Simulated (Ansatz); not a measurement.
```cif
data_structure
_symmetry_space_group_name_H-M 'P 1'
_symmetry_Int_Tables_number 1
_cell_length_a 4.4717
_cell_length_b 4.4717
_cell_length_c 5.5121
_cell_angle_alpha 90.000
_cell_angle_beta 90.000
_cell_angle_gamma 120.000
_cell_volume 95.45
loop_
_atom_site_label
_atom_site_type_symbol
_atom_site_fract_x
_atom_site_fract_y
_atom_site_fract_z
_atom_site_occupancy
Al1 Al 0.33333 0.66667 0.13416 1
Al2 Al 0.66667 0.33333 0.36075 1
Al3 Al 0.00000 0.00000 0.50000 1
Al4 Al 0.33333 0.66667 0.63925 1
Al5 Al 0.66667 0.33333 0.86584 1
Cu1 Cu 0.00000 0.00000 0.00000 1
```

Space group P-3m1; a structure generated by program, which may or may not match a known phase; computed without spin polarisation.

All numbers below come from DFT PBE, scalar-relativistic, plane waves, PAW in Ansatz 0.2.0.

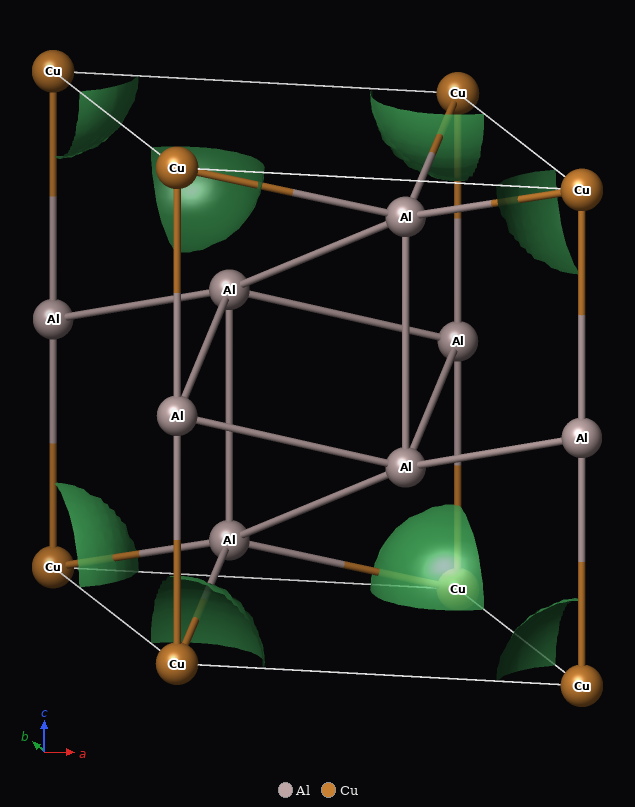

Al5Cu. Isosurface of the valence electron density at 0.5 e/Å³ (green), seen slightly off an axis. Sticks mark near contacts.

**Which contacts does the surface bridge?**

At this value the density breaks into separate islands; it holds about 50 % of the electrons treated as valence (semicore included). It bridges none of the near contacts. It is pinched off along the sampled Al–Cu (2.69 Å), Al–Al (2.69 Å), Al–Cu (2.76 Å) and Al–Al (2.78 Å) contacts. On the grid the lowest density along these lines, outside the cores, is 0.21 e/Å³ (Al–Cu, 2.69 Å), 0.23 e/Å³ (Al–Al, 2.69 Å), 0.18 e/Å³ (Al–Cu, 2.76 Å) and 0.21 e/Å³ (Al–Al, 2.78 Å).

**Does the calculation make it a metal, or give it a gap?**

It is metallic or semimetallic at this level of theory: no gap opens.
